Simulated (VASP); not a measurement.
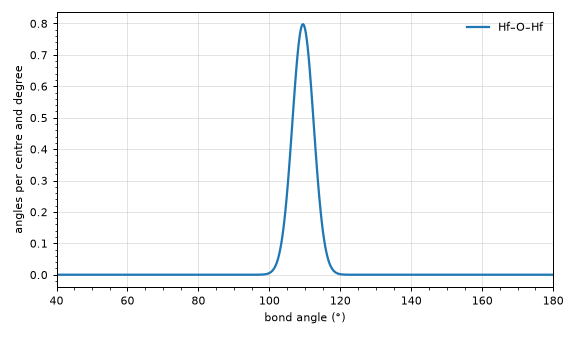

Bond-angle distributions computed from the structure of HfO₂; each angle is a Gaussian of σ = 3.0°. Bonds counted: Hf–O up to 2.79 Å. It is based on the geometry relaxed with VASP Kohn-Sham DFT of a periodic cell, r2SCAN, VASP PAW PBE potentials, recommended (VASP).

Give the groups of angles for each curve.

Answer. Hf–O–Hf: 109° (6 per centre)

What coordination geometry do the angles point to, counting the bonds named above alone?

Answer. O has 4 Hf neighbours in a tetrahedral arrangement.

The structure has space group Fm-3m (No. 225); other forms of this composition would give other results.
